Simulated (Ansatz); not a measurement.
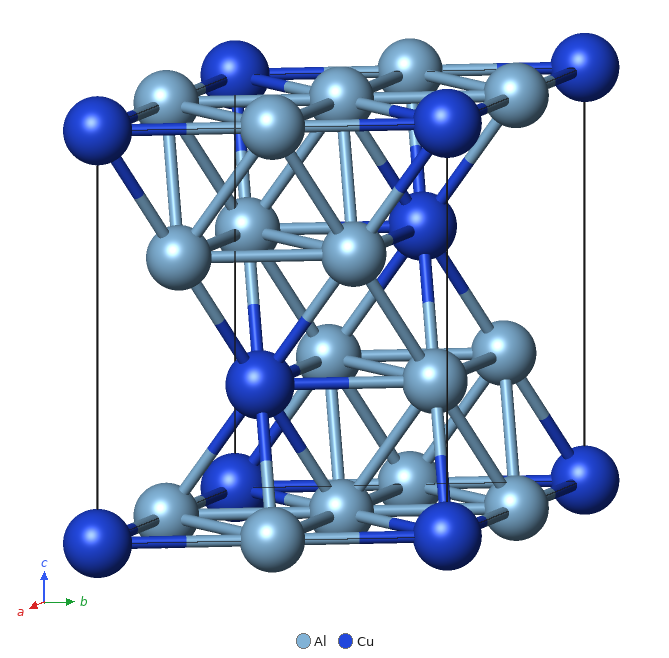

We look at a ball-and-stick model of the crystal slightly off an axis. One conventional unit cell is framed, with atoms on its boundary repeated.

Al₃Cu, space group R-3m (No. 166), a = 5.75 Å, b = 5.75 Å, c = 6.83 Å, α = 90.00°, β = 90.00°, γ = 120.00°.

Calculation details: DFT PBEsol, scalar-relativistic, plane waves, PAW in Ansatz; a 420 eV plane-wave basis, k-points about 0.17 Å⁻¹ apart, Gaussian smearing of 0.1 eV, no spin polarisation.

What is the electronic character?

A metal: bands cross the Fermi level.

Give the pressure and its sign.

The computed pressure is -8.1 GPa (stretched: it would shrink).

Provenance: a structure listed in the Materials Project. The cell was then strained or its atoms displaced on purpose. Ansatz was used for an electronic-structure calculation on it.

At this level of theory the cell isn't at rest (stretched, at -8 GPa), so its distances can differ from those at equilibrium, the more so the softer the solid.
